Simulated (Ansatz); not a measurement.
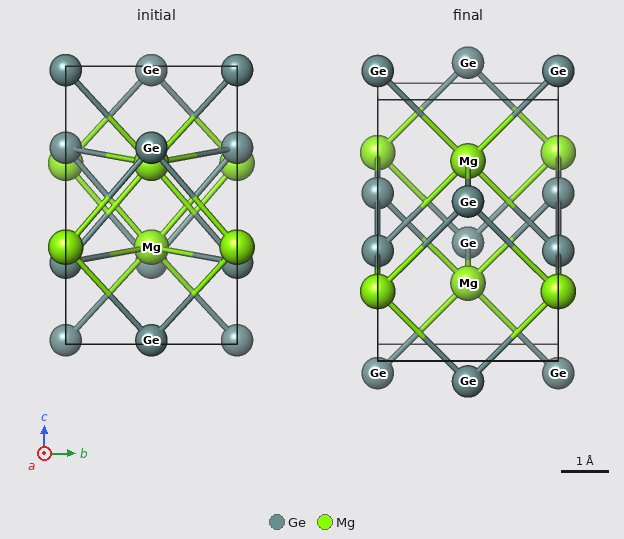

The structure of a crystal of MgGe₂ (set up in C2/m) before (left) and after (right) a relaxation, at one scale.

Style: ball-and-stick. Shown: the conventional cell (2 times the calculation's cell), along the a axis. Lengths and directions refer to the drawn axes.

The run lets cell and atoms move.

The calculation used Kohn-Sham DFT of a periodic cell, PBE, Ansatz PAW in Ansatz.

Input
```yaml
crystal:
  lattice:
    - [5.521485, -1.849846, 0.0]
    - [5.521485, 1.849846, 0.0]
    - [-3.217625, 0.0, 6.007774]
  atoms:
    - { symbol: Ge, position: [0.529234, 0.529234, 0.293621] }
    - { symbol: Ge, position: [0.470766, 0.470766, 0.706379] }
    - { symbol: Ge, position: [0.88039, 0.88039, 0.98544] }
    - { symbol: Ge, position: [0.11961, 0.11961, 0.01456] }
    - { symbol: Mg, position: [0.815286, 0.815286, 0.349253] }
    - { symbol: Mg, position: [0.184714, 0.184714, 0.650747] }
hamiltonian:
  xc: pbe
  pseudopotentials: { kind: paw }
kpoints:
  mp_grid: { grid: [8, 8, 5] }
scf:
  occupations: { method: fermi_dirac, width: 0.05 }
output:
  forces: true
  stress: true
  eigenvalues: true
relax:
  f_tol: 0.01
  max_steps: 40
  cell: { stress_tol: 0.05 }
```

Launched with:
```bash
ansatz run input.yaml --threads 2 --pin off --max-ram 5632MiB --backend cpu --events-out ev --progress --plain --runs-dir out
```

What changed between the two?

The largest moves relative to the cell, 0.71 Å, are those of Ge atoms. By element the largest moves are Ge 0.71 Å, Mg 0.67 Å. The volume changes by +3.7 %, with a 11.043 → 11.820 Å (+7.0 %), b 3.700 → 3.899 Å (+5.4 %), c 6.815 → 6.711 Å (−1.5 %), β 118.2° → 124.6°. Near-neighbour distances that change, for instance: Ge–Ge 3.169 → 2.532 Å, Ge–Mg 3.161 → 3.766 Å, Ge–Ge 2.697 → 2.535 Å, Ge–Mg 2.999 → 2.896 Å. New bonds form, among them: Ge–Ge (3.17 → 2.53 Å). Among the angles between lasting bonds that change: Ge–Mg–Ge 124.4° → 179.9°, Ge–Ge–Mg 126.9° → 168.3°, Ge–Mg–Ge 115.7° → 83.9°. The space group stays C2/m (No. 12). The energy falls by 43.7 meV per atom in 15 accepted moves (19 points after the start). The largest force component goes from 0.12 to 0.0033 eV/Å. Pressure: −0.37 GPa at the start and −0.02 GPa at the end. The line search rejected the trial steps at points 2, 5 of the run. The SCF was repeated twice at an unchanged geometry on a basis and grid sized afresh for the cell, which shifted the energy by 0.4 meV per atom at most.
